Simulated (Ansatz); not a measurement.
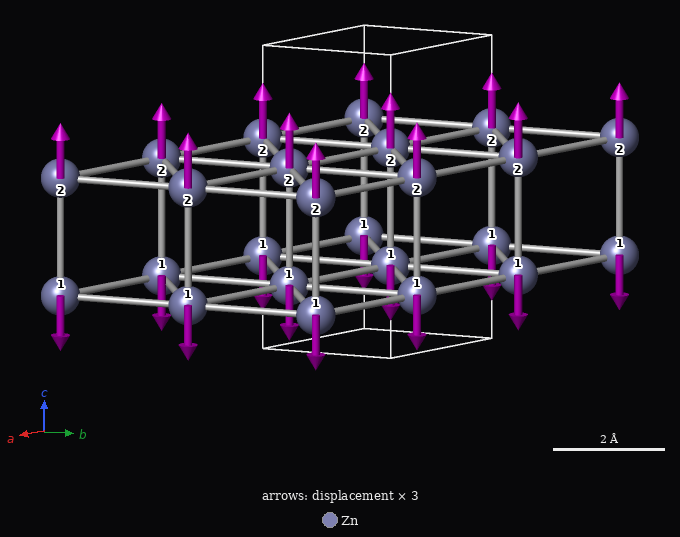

This is a relaxation of a crystal of Zn (a generated structure, set up in P6/mmm) (coarse preliminary run). The starting structure is drawn; purple arrows show the displacements (the part carried along by the change of the cell is left out), magnified 3 times.

A ball-and-stick model of the cell of the calculation, repeated 3 × 2 × 1 with one cell outlined, seen from a free direction.

Method: DFT PBE, scalar-relativistic, plane waves, PAW in Ansatz 0.2.0. (plane-wave cutoff 420 eV; k-point mesh 12 × 12 × 4; occupations gaussian; smearing width 0.1 eV; no spin polarisation; cell and atoms relaxed; force threshold 0.04 eV/Å; at most 70 steps)

**What happened in the run?**

After 7 accepted moves (9 points after the start) the energy has fallen by 554 meV per atom. Largest force component: 3.7 eV/Å at the start, 0.00071 eV/Å at the end. Pressure: 31.09 GPa at the start and 0.02 GPa at the end. The line search rejected the trial step at point 5 of the run. At 1 point the geometry stayed and the basis and grid were re-selected for the new cell (energy shift of 2.7 meV per atom at most each time). The largest moves relative to the cell, 0.34 Å, are those of Zn1 and Zn2. Zn1 goes along −c. Cell: a = b 2.431 → 2.571 Å (+5.8 %), c 5.615 → 6.103 Å (+8.7 %). Volume +21.6 %. Some distances before and after: Zn1–Zn2 2.180 → 3.052 Å, Zn1–Zn1 2.431 → 2.571 Å. The space group stays P6/mmm (No. 191).
